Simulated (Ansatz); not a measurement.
K

Input

```
crystal:
  lattice:
    - [3.701, -5.524, 0.0]
    - [3.701, 5.524, 0.0]
    - [0.0, 0.0, 8.367]
  atoms:
    - { symbol: K, position: [0.5, 0.0, 0.25] }
    - { symbol: K, position: [0.0, 0.5, 0.75] }
    - { symbol: K, position: [0.0, 0.5, 0.25] }
    - { symbol: K, position: [0.5, 0.0, 0.75] }
    - { symbol: K, position: [0.0, 0.0, 0.0] }
basis:
  ecutwfc: 420
kpoints:
  mp_grid: { grid: [6, 6, 4] }
hamiltonian:
  xc: pbesol
scf:
  occupations: { method: gaussian, width: 0.1 }
output:
  forces: true
  stress: true
  eigenvalues: true
  write_density: true
  write_potential: true
  elf: true
  volumetric_format: npy
relax:
  adjacent_minimum: "off"
  f_tol: 0.005
  max_steps: 80
  cell: { stress_tol: 0.05 }
```

Run with:

```sh
ansatz run input.yaml --threads 1 --pin off --max-ram 2560MiB --backend cpu --events-out ev --progress --plain --runs-dir out
```

Below, planes, directions and counts refer to the standardised cell (a = 6.03 Å, b = 6.03 Å, c = 11.15 Å, α = 90.00°, β = 90.00°, γ = 89.92°).

The fields are those of the run's last geometry, not of the input's.

Space group Cmmm; computed without spin polarisation.

These are results of Ansatz, DFT PBEsol, scalar-relativistic, plane waves, PAW, not measurements.

Core electrons are frozen (PAW), and the valence fields are smoothed inside the atomic spheres.

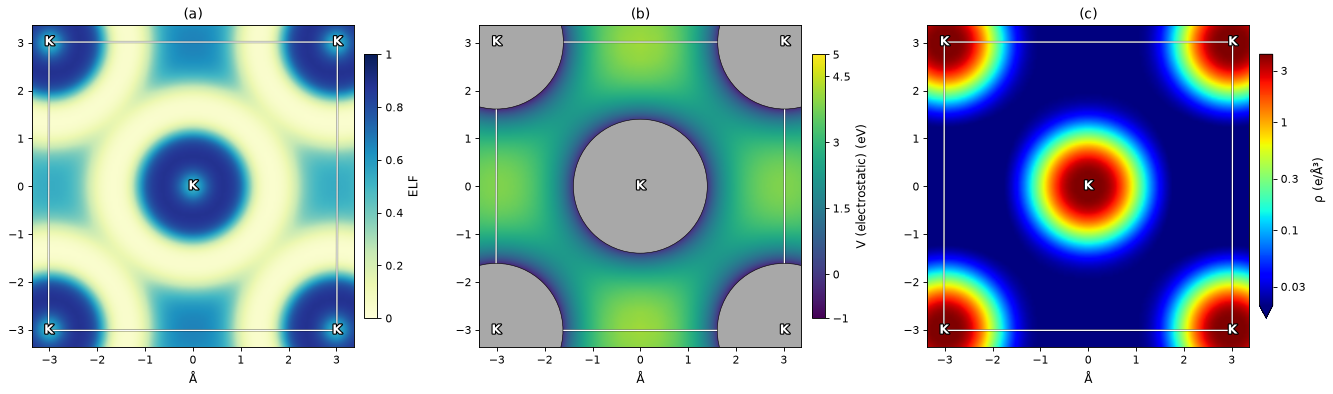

Figure 1. (a) electron localisation function; (b) electrostatic potential (local pseudopotential plus Hartree) felt by an electron; (c) valence pseudo-density on the (001) plane of the standardised cell. Grey discs cover the atomic cores in the potential map.

> Read the bonding off the picture.

The plane passes through K nuclei. K–K (4.27 Å): ρ is about 0.02 e/Å³ halfway; the ELF is about 0.15 at the midpoint; no shared electron pair shows on this line. Between the atoms the lowest density in this plane is 0.01 e/Å³. The features right at K lie inside the PAW spheres, where the map follows smoothed inner orbitals and isn't to be read closely. Outside the cores the potential energy rises away from the atoms and is highest about 3.0 Å from the nearest atoms; its zero is arbitrary.

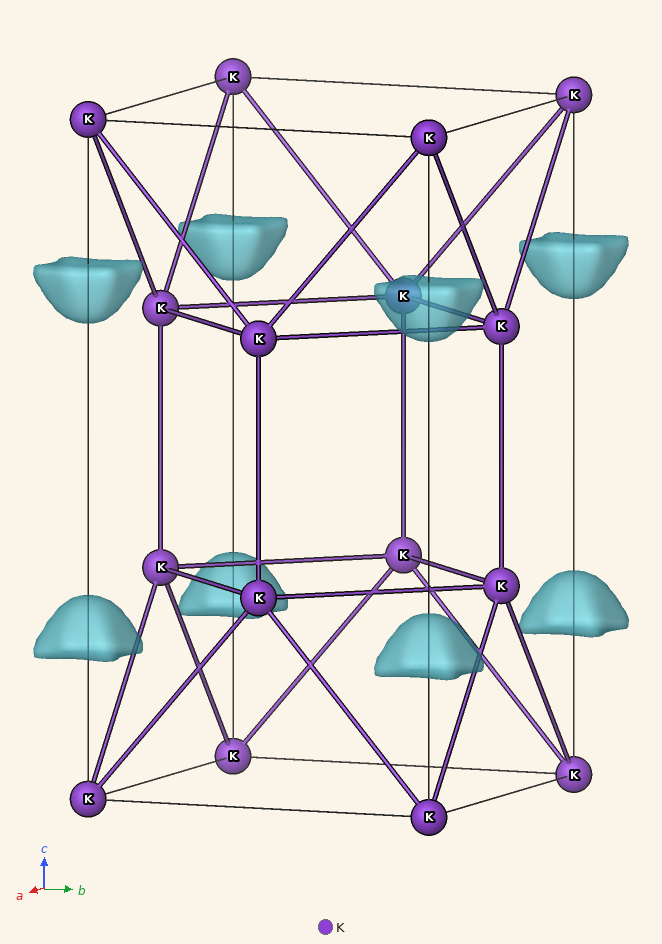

Figure 2. Isosurface of the ELF at 0.65 (cyan), seen slightly off an axis. Only the valence region is drawn (cores and ρ < 0.01 e/Å³ removed). Sticks mark near contacts.

> What do the ELF domains correspond to?

The surface consists of two pockets between the atoms, centred on no nucleus (multi-centre or interstitial), counted in one cell of 5 atoms. Any copies at cell faces, edges or corners count once. There are no localised bonds or lone pairs at this value. Profiles from the grid: K–K (4.25 Å): the ELF is about 0.10 at the midpoint: no shared electron pair shows on this line. K–K (4.58 Å): the ELF is about 0.35 at the midpoint (no localised pair shows between them).

> Does the calculation give a band gap?

It is metallic or semimetallic at this level of theory: no gap opens.
